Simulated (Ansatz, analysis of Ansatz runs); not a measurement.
**Does Br_Cl go to the (110) surface of SrCl2?**

Question: does neutral Br_Cl prefer the (110) surface of SrCl2 or the inside, and by how much? The same defect is put at one site in each of several layers from the top towards the middle of one slab. Model: a cell of 48 host atoms with 1 Cl taken out and 1 Br put in.

Method: plane-wave PAW DFT, PBEsol; a slab with vacuum, neutral defects, in Ansatz 0.2.0.

## Step 1: Starting point

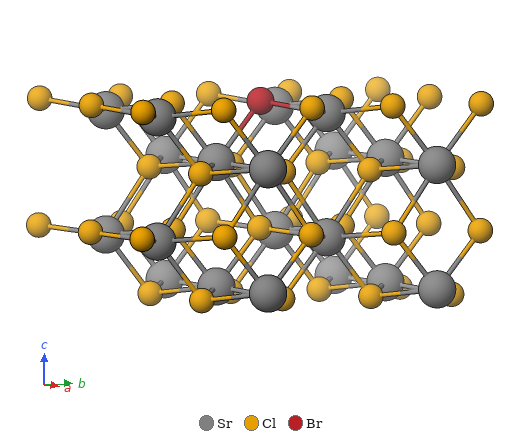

The cell as given, from the side, with the c axis up (strontium grey, chlorine orange, bromine red). Some periodic images of atoms are drawn too.

The cell holds 48 atoms: 16 Sr, 31 Cl and 1 Br. Its edges and angles: a = 9.899 Å, b = 13.999 Å, c = 20.000 Å, α = 90.0°, β = 90.0°, γ = 90.0°. It derives from SrCl2 (space group Fm-3m), repeated 2×2×1. Vacuum lies along c. Nearest the centre at fractional (0.249, 0.381, 0.685): Br9 at 0.00 Å, Sr4 at 2.93 Å, Sr14 at 3.01 Å, Sr38 at 3.01 Å, Cl19 at 3.34 Å, Cl12 at 3.56 Å, Cl36 at 3.56 Å, Cl7 at 3.66 Å.

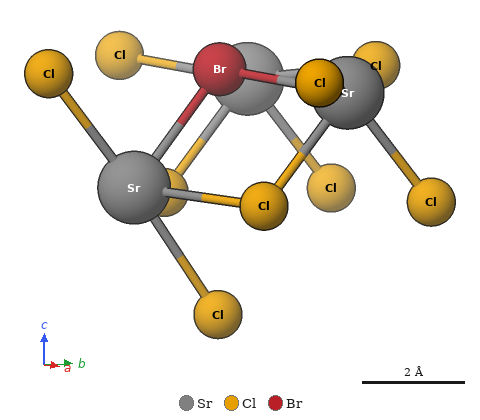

The atoms within 5 Å of the centre.

Coordinates:

```xyz
48
Lattice="0.0000 9.8988 0.0000 -13.9990 0.0000 0.0000 0.0000 0.0000 20.0000" Properties=species:S:1:pos:R:3
Sr    0.0001   -0.0042    8.5983
Sr    0.0034   -0.0047   13.3280
Sr   -3.4985    2.4727    6.6755
Sr   -3.4982    2.4708   11.4068
Cl   -1.8328   -0.0017    6.3131
Cl   -1.7907   -0.0042   11.1390
Cl   -1.6682    2.4708   13.6926
Cl   -1.7083    2.4710    8.8681
Br   -5.3282    2.4695   13.6932
Cl   -5.2910    2.4720    8.8654
Cl   -5.1707   -0.0061    6.3117
Cl   -5.2089   -0.0037   11.1353
Sr   -7.0006   -0.0047    8.5962
Sr   -6.9957   -0.0043   13.3289
Sr  -10.4989    2.4692    6.6689
Sr  -10.4976    2.4706   11.4023
Cl   -8.8315   -0.0022    6.3084
Cl   -8.7890   -0.0055   11.1377
Cl   -8.6678    2.4728   13.6873
Cl   -8.7092    2.4686    8.8638
Cl  -12.3278    2.4696   13.6888
Cl  -12.2887    2.4722    8.8616
Cl  -12.1723   -0.0050    6.3086
Cl  -12.2084   -0.0034   11.1319
Sr    0.0038    4.9445    8.5965
Sr    0.0035    4.9447   13.3296
Sr   -3.5005    7.4208    6.6769
Sr   -3.4982    7.4191   11.4073
Cl   -1.8299    4.9440    6.3122
Cl   -1.7879    4.9440   11.1375
Cl   -1.6649    7.4179   13.6920
Cl   -1.7068    7.4194    8.8673
Cl   -5.3254    7.4199   13.6934
Cl   -5.2903    7.4186    8.8704
Cl   -5.1694    4.9498    6.3098
Cl   -5.2067    4.9443   11.1366
Sr   -7.0003    4.9446    8.5967
Sr   -6.9981    4.9452   13.3264
Sr  -10.5019    7.4194    6.6688
Sr  -10.4960    7.4199   11.4040
Cl   -8.8294    4.9435    6.3102
Cl   -8.7878    4.9466   11.1323
Cl   -8.6644    7.4175   13.6908
Cl   -8.7078    7.4219    8.8594
Cl  -12.3248    7.4227   13.6899
Cl  -12.2882    7.4200    8.8633
Cl  -12.1688    4.9467    6.3058
Cl  -12.2069    4.9457   11.1362
```

The cell's shortest repeat is 9.9 Å.

## Step 2: The clean slab

The slab is cut stoichiometric, symmetric and without a dipole, at the in-plane lattice of the database's bulk structure, and all its atoms relax. Miller indices refer to pymatgen's conventional standard cell, whose axes can be ordered otherwise than in the space-group symbol.

slab/input.yaml reads:

```yaml
crystal:
  lattice:
    - [0.0, 4.94939, 0.0]
    - [-6.999495, 0.0, 0.0]
    - [0.0, 0.0, 20.0]
  atoms:
    - { symbol: Sr, position: [0.0, 0.0, 0.4381326] }
    - { symbol: Sr, position: [0.0, 0.0, 0.6856021] }
    - { symbol: Sr, position: [0.5, 0.5, 0.3143979] }
    - { symbol: Sr, position: [0.5, 0.5, 0.5618674] }
    - { symbol: Cl, position: [0.0, 0.25, 0.3143979] }
    - { symbol: Cl, position: [0.0, 0.25, 0.5618674] }
    - { symbol: Cl, position: [0.5, 0.25, 0.6856021] }
    - { symbol: Cl, position: [0.5, 0.25, 0.4381326] }
    - { symbol: Cl, position: [0.5, 0.75, 0.6856021] }
    - { symbol: Cl, position: [0.5, 0.75, 0.4381326] }
    - { symbol: Cl, position: [0.0, 0.75, 0.3143979] }
    - { symbol: Cl, position: [0.0, 0.75, 0.5618674] }
basis:
  ecutwfc: 420
  xc_grid: 2
hamiltonian:
  xc: pbesol
  pseudopotentials: { kind: paw, azcp: { folder: soft_1 }, xc_functional: pbe }
kpoints:
  mp_grid: { grid: [2, 2, 1] }
scf:
  occupations: { method: fermi_dirac, width: 0.01 }
  max_iter: 80
relax:
  f_tol: 0.01
  max_steps: 100
  random_displacement: { amplitude: 0.03, seed: 6101 }
output:
  forces: true
  eigenvalues: true
```

Launch:

```bash
> ansatz run input.yaml --threads 32 --pin off --max-ram 84787MiB --backend cuda --events-out ev --progress --plain --runs-dir out --max-vram 78GiB
```

Numbers of over 12 decimals in the logs are rounded to 6 here.

Log:

```text
[...]
Engine: ansatz 0.2.0, aarch64-unknown-linux-gnu
[...]
Pseudopotential: Sr, paw, valence charge 10, recommended cutoff 420 eV (normal), soft_1/Sr.paw.azcp
Pseudopotential: Cl, paw, valence charge 7, recommended cutoff 420 eV (normal), soft_1/Cl.paw.azcp
Functional definition: PBEsol
[...]
Crystal: 12 atoms, lattice volume = 692.865 Å³
Basis set: ecut = 420 eV, 13565 PW (Γ), exchange–correlation on 72×96×270 points (8 copies of the dense FFT grid, shifted against one another)
Bands: 60, of which v1, the nominal top of the filled ones, is band 48 counted from 1 (47 counted from 0)
[...]
k-points: 4
[...]
Functional: x = pbesol(κ = 0.804, μ = 0.123457), c = pbesol(β = 0.046)
[...]
preconditioner: auto → Resta (q_TF=auto, 1.963 Å⁻¹)  ε∞=2.0  [insulator: Δε(μ)=4.535 eV  Ē_g=13.313 eV  σ=0.010 eV  W_gap=1.00  n_scr=90 (ndim 8)  ℏωp=13.2 eV  f_vac=0.497  D(μ)=0.00/eV (n_scr^D=0)  ε [...]
SCF iter   2: F=—  HF=-22484.061660 eV  |F-HF|=—  |Δ(HF+E_count)|=   2.67e-2  Δρ=1.32e-3  dr2=1.73e-2  ethr=1.52e-4  ⟨swp⟩=5.2  Hψ=479  notcnv=0  defer=21
[...]
SCF iter   5: F=-22484.076069 eV  HF=-22484.076068 eV  |F-HF|=5.42e-7  |Δ(HF+E_count)|=   6.00e-6  Δρ=2.85e-5  dr2=6.92e-6  ethr=6.42e-8  ⟨swp⟩=20.0  Hψ=1663  notcnv=0
[...]
SCF 6 converged in 2 iterations: F = -22484.201276 eV  dr2 = 1.19e-8
relax step   6: F+E_penalty+E_count = -22484.20127645 eV  Δ(F+E_penalty+E_count) = -7.818e-9 eV  max|allowed force component| = 6.782e-3 eV/Å  Δτ_max = 0.0000 Å  (2 SCF iters, accepted)
SCF converged after 2 iterations
[...]
--- Forces (eV/Å), atoms counted from 1 ---
[...]
--- Band table (eV) ---
[...]
--- Relaxed structure (6 steps of the walk, 6 accepted, 0 SCFs on fresh bases) ---
[...]
```

The job ended after 2.7 s (1 × NVIDIA GB200 with 32 threads of Arm Neoverse V2, shared host; peak memory 1.1 GiB).

The steps of the relaxation:

```csv
step,energy less that of the first step (eV),largest force component (eV/Å)
1,0.0000,0.9931
2,-0.3054,0.3991
3,-0.4170,0.1293
4,-0.4283,0.0661
5,-0.4307,0.0068
6,-0.4307,0.0068
```

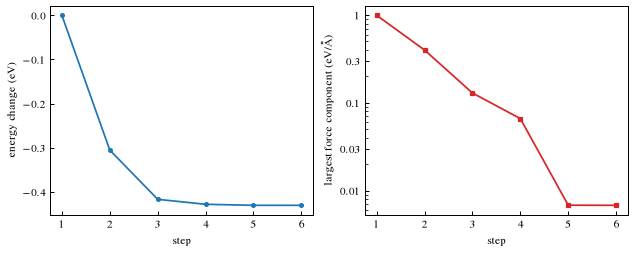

Energy and largest force along the relaxation.

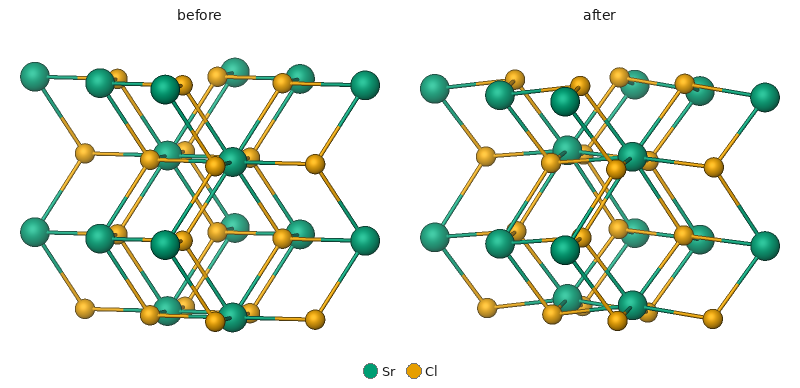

Before and after, at one scale.

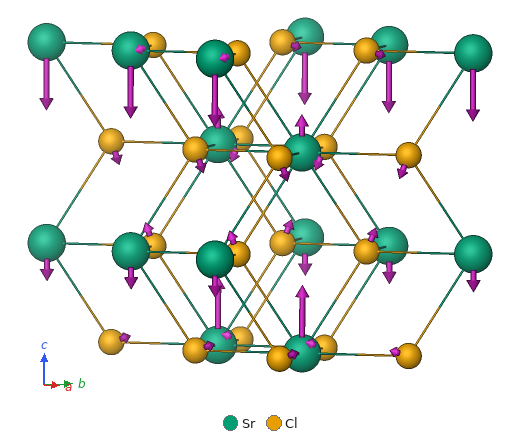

Displacements in the relaxation from the typed sites, exaggerated, the mean shift taken out; the longest in the cell stands for 0.39 Å. 2×1×1 cells are drawn. Some periodic images of atoms are drawn too.

The atoms that moved most (Å, from the sites as typed, ahead of the random displacement, the mean shift of all atoms taken out):

```csv
atom,dx,dy,dz,length
Sr2,0.003,0.002,-0.386,0.386
Sr3,-0.003,-0.002,0.386,0.386
Sr1,-0.002,-0.001,-0.166,0.166
Sr4,0.002,0.001,0.166,0.166
Cl10,-0.044,-0.001,0.102,0.111
Cl12,0.044,0.001,-0.102,0.111
Cl6,-0.038,0.001,-0.102,0.109
Cl8,0.038,-0.001,0.102,0.109
```

With the common shift taken out, atoms move by up to 0.39 Å from the bulk-cut sites, and by up to 0.39 Å along the normal.

On a dense mesh the slab's energy differs by 3 meV an atom, so the sampling is kept; the layers are compared at one sampling, where most of this error should cancel, which was not tested.

## Step 3: Does the supercell reconstruct?

The clean supercell is relaxed from displaced atoms, since a reconstruction that only the larger cell allows would otherwise be counted to the defect.

pristine.relax/input.yaml reads:

```yaml
crystal:
  lattice:
    - [0.0, 9.89878, 0.0]
    - [-13.99899, 0.0, 0.0]
    - [0.0, 0.0, 20.0]
  atoms:
    - { symbol: Sr, position: [-0.0005303, 6.412e-05, 0.42985753] }
    - { symbol: Sr, position: [-0.00022403, -0.00028386, 0.66633721] }
    - { symbol: Sr, position: [0.24940731, 0.25013953, 0.33370188] }
    - { symbol: Sr, position: [0.24969233, 0.24980266, 0.57018091] }
[... 38 atom lines left out ...]
    - { symbol: Cl, position: [0.74972727, 0.61895216, 0.68446568] }
    - { symbol: Cl, position: [0.7495168, 0.62222636, 0.44326093] }
    - { symbol: Cl, position: [0.74976125, 0.88051019, 0.68452589] }
    - { symbol: Cl, position: [0.74952108, 0.87808994, 0.44326971] }
    - { symbol: Cl, position: [0.4994074, 0.86931961, 0.31556984] }
    - { symbol: Cl, position: [0.49964759, 0.87175669, 0.55678259] }
basis:
  ecutwfc: 420
  xc_grid: 2
hamiltonian:
  xc: pbesol
  pseudopotentials: { kind: paw, azcp: { folder: soft_1 }, xc_functional: pbe }
kpoints:
  mp_grid: { grid: [1, 1, 1] }
scf:
  occupations: { method: fermi_dirac, width: 0.01 }
  max_iter: 80
output:
  forces: true
relax:
  f_tol: 0.015
  max_steps: 80
  random_displacement: { amplitude: 0.05, seed: 6110 }
```

Log:

```text
[...]
Crystal: 48 atoms, lattice volume = 2771.458 Å³
Basis set: ecut = 420 eV, 54241 PW (Γ), exchange–correlation on 144×192×270 points (8 copies of the dense FFT grid, shifted against one another)
Bands: 240, of which v1, the nominal top of the filled ones, is band 192 counted from 1 (191 counted from 0)
[...]
k-points: 1
[...]
relax step   1: F+E_penalty+E_count = -89936.62861255 eV  Δ(F+E_penalty+E_count) = +0.000e0 eV  max|allowed force component| = 3.967e-1 eV/Å  Δτ_max = 0.0000 Å  (8 SCF iters, dr2 threshold 5.63e-6 eV, [...]
[...]
SCF iter   2: F=—  HF=-89936.778776 eV  |F-HF|=—  |Δ(HF+E_count)|=   4.52e-2  Δρ=6.76e-4  dr2=1.81e-2  ethr=4.21e-5  ⟨swp⟩=5.0  Hψ=317  notcnv=0  defer=41
[...]
SCF iter   5: F=-89936.780049 eV  HF=-89936.780046 eV  |F-HF|=2.79e-6  |Δ(HF+E_count)|=   2.19e-5  Δρ=1.60e-5  dr2=7.08e-6  ethr=2.56e-9  ⟨swp⟩=4.0  Hψ=1109  notcnv=0
[...]
SCF 4 converged in 3 iterations: F = -89936.804962 eV  dr2 = 2.32e-8
relax step   4: F+E_penalty+E_count = -89936.80496248 eV  Δ(F+E_penalty+E_count) = -3.444e-7 eV  max|allowed force component| = 6.644e-3 eV/Å  Δτ_max = 0.0000 Å  (3 SCF iters, accepted)
SCF converged after 3 iterations
[...]
--- Relaxed structure (4 steps of the walk, 4 accepted, 0 SCFs on fresh bases) ---
[...]
```

Elapsed: 2.3 s, on 1 × NVIDIA GB200 with 32 threads; peak memory 1.2 GiB; 9.4 s of CPU time.

Atoms end at most 0.01 Å from the small cell's positions, so the small cell's structure is at least a local minimum.

## Step 4: The defect, layer by layer

Each layer's defect is relaxed from random displacements. Layer 1 is shown in full.

layer1_M0.relax/input.yaml reads:

```yaml
crystal:
  lattice:
    - [0.0, 9.89878, 0.0]
    - [-13.99899, 0.0, 0.0]
    - [0.0, 0.0, 20.0]
  atoms:
    - { symbol: Sr, position: [-0.00042904, -9.36e-06, 0.42991289] }
    - { symbol: Sr, position: [-0.00047837, -0.00024005, 0.66639991] }
    - { symbol: Sr, position: [0.24980256, 0.24991435, 0.33377675] }
    - { symbol: Sr, position: [0.24961006, 0.24989285, 0.57034072] }
    - { symbol: Cl, position: [-0.00017637, 0.13092233, 0.31565645] }
    - { symbol: Cl, position: [-0.00042629, 0.12791353, 0.55694977] }
    - { symbol: Cl, position: [0.24960859, 0.11916599, 0.68463199] }
    - { symbol: Cl, position: [0.24962352, 0.12203058, 0.44340424] }
    - { symbol: Br, position: [0.24947189, 0.38061397, 0.68465983] }
    - { symbol: Cl, position: [0.24973001, 0.37795657, 0.44326832] }
    - { symbol: Cl, position: [-0.00062085, 0.36936337, 0.31558483] }
    - { symbol: Cl, position: [-0.00037282, 0.37209394, 0.55676315] }
    - { symbol: Sr, position: [-0.00047918, 0.50007575, 0.42981223] }
    - { symbol: Sr, position: [-0.00043389, 0.49973189, 0.66644348] }
    - { symbol: Sr, position: [0.24944605, 0.74997581, 0.33344379] }
    - { symbol: Sr, position: [0.24958831, 0.74988502, 0.57011709] }
    - { symbol: Cl, position: [-0.00022565, 0.63086565, 0.31541766] }
    - { symbol: Cl, position: [-0.0005553, 0.62783115, 0.55688605] }
    - { symbol: Cl, position: [0.24981051, 0.61917082, 0.68436261] }
    - { symbol: Cl, position: [0.24938591, 0.6221336, 0.44319214] }
    - { symbol: Cl, position: [0.24948456, 0.88061883, 0.68444185] }
    - { symbol: Cl, position: [0.24974915, 0.87782659, 0.44307922] }
    - { symbol: Cl, position: [-0.00050727, 0.86951553, 0.31543228] }
    - { symbol: Cl, position: [-0.00034796, 0.87209174, 0.55659581] }
    - { symbol: Sr, position: [0.49950292, -0.00026838, 0.42982485] }
    - { symbol: Sr, position: [0.49952832, -0.00024742, 0.66647761] }
    - { symbol: Sr, position: [0.74966356, 0.25005208, 0.33384512] }
    - { symbol: Sr, position: [0.74949814, 0.24988647, 0.5703665] }
    - { symbol: Cl, position: [0.49945251, 0.13071406, 0.31560773] }
    - { symbol: Cl, position: [0.49945595, 0.12771682, 0.55687585] }
    - { symbol: Cl, position: [0.74937514, 0.11892842, 0.68460205] }
    - { symbol: Cl, position: [0.74952929, 0.12192552, 0.44336465] }
    - { symbol: Cl, position: [0.7495773, 0.38040973, 0.68466906] }
    - { symbol: Cl, position: [0.74944593, 0.37790606, 0.4435223] }
    - { symbol: Cl, position: [0.500046, 0.36927104, 0.31548784] }
    - { symbol: Cl, position: [0.49948888, 0.37193358, 0.55682769] }
    - { symbol: Sr, position: [0.49951474, 0.5000548, 0.42983453] }
    - { symbol: Sr, position: [0.49957401, 0.49989698, 0.66632162] }
    - { symbol: Sr, position: [0.74952798, 0.75019156, 0.33343797] }
    - { symbol: Sr, position: [0.74957841, 0.74977164, 0.57020178] }
    - { symbol: Cl, position: [0.499402, 0.63071668, 0.31551183] }
    - { symbol: Cl, position: [0.49971348, 0.62774331, 0.55661678] }
    - { symbol: Cl, position: [0.74933924, 0.61892962, 0.68453882] }
    - { symbol: Cl, position: [0.74978134, 0.62203385, 0.44297235] }
    - { symbol: Cl, position: [0.74985824, 0.88040776, 0.68449449] }
    - { symbol: Cl, position: [0.74958375, 0.87779323, 0.44316675] }
    - { symbol: Cl, position: [0.49972998, 0.8692632, 0.31528788] }
    - { symbol: Cl, position: [0.49962702, 0.87198467, 0.55680896] }
basis:
  ecutwfc: 420
  xc_grid: 2
hamiltonian:
  xc: pbesol
  pseudopotentials: { kind: paw, azcp: { folder: soft_1 }, xc_functional: pbe }
kpoints:
  mp_grid: { grid: [1, 1, 1] }
scf:
  occupations: { method: fermi_dirac, width: 0.01 }
  max_iter: 100
output:
  forces: true
relax:
  f_tol: 0.03
  max_steps: 90
  random_displacement: { amplitude: 0.05, seed: 6102 }
```

Log:

```text
[...]
Crystal: 48 atoms, lattice volume = 2771.458 Å³
Basis set: ecut = 420 eV, 54241 PW (Γ), exchange–correlation on 144×192×270 points (8 copies of the dense FFT grid, shifted against one another)
Bands: 240, of which v1, the nominal top of the filled ones, is band 192 counted from 1 (191 counted from 0)
[...]
k-points: 1
[...]
relax step   1: F+E_penalty+E_count = -91611.78052616 eV  Δ(F+E_penalty+E_count) = +0.000e0 eV  max|allowed force component| = 5.334e-1 eV/Å  Δτ_max = 0.0000 Å  (7 SCF iters, dr2 threshold 2.25e-5 eV, [...]
[...]
SCF iter   1: F=—  HF=-91612.047317 eV  |F-HF|=—  |Δ(HF+E_count)|=         —  Δρ=1.39e-3  dr2=1.61e-1  ethr=4.56e-5  ⟨swp⟩=3.0  Hψ=882  notcnv=0  defer=41
[...]
SCF iter   2: F=—  HF=-91612.000636 eV  |F-HF|=—  |Δ(HF+E_count)|=   4.67e-2  Δρ=6.25e-4  dr2=1.55e-2  ethr=4.20e-5  ⟨swp⟩=5.0  Hψ=318  notcnv=0  defer=41
[...]
SCF 4 converged in 6 iterations: F = -91612.035331 eV  dr2 = 6.68e-9
[...]
relax step   4: F+E_penalty+E_count = -91612.03533054 eV  Δ(F+E_penalty+E_count) = -2.246e-3 eV  max|allowed force component| = 1.497e-2 eV/Å  Δτ_max = 0.0234 Å  (6 SCF iters, accepted)
SCF converged after 6 iterations
[...]
--- Relaxed structure (4 steps of the walk, 4 accepted, 0 SCFs on fresh bases) ---
[...]
```

Elapsed: 2.8 s, on 1 × NVIDIA GB200 with 32 threads; peak memory 1.2 GiB.

(Part 1 of 2 ends here.)

[Logs are printed without paths, hosts, clocks, repeated set-up lines and the standing remarks that a program may print on its own settings, such as how far it seeks lower states.]

[Hosts, paths, dates, database ids (printed as entryN), source tags and the programs' standing remarks are cut or masked in the printed files.]

[Maps of the electrostatic potential energy from Ansatz leave out the sawtooth potential of an applied field or a dipole correction, so their vacuum need not be flat.]
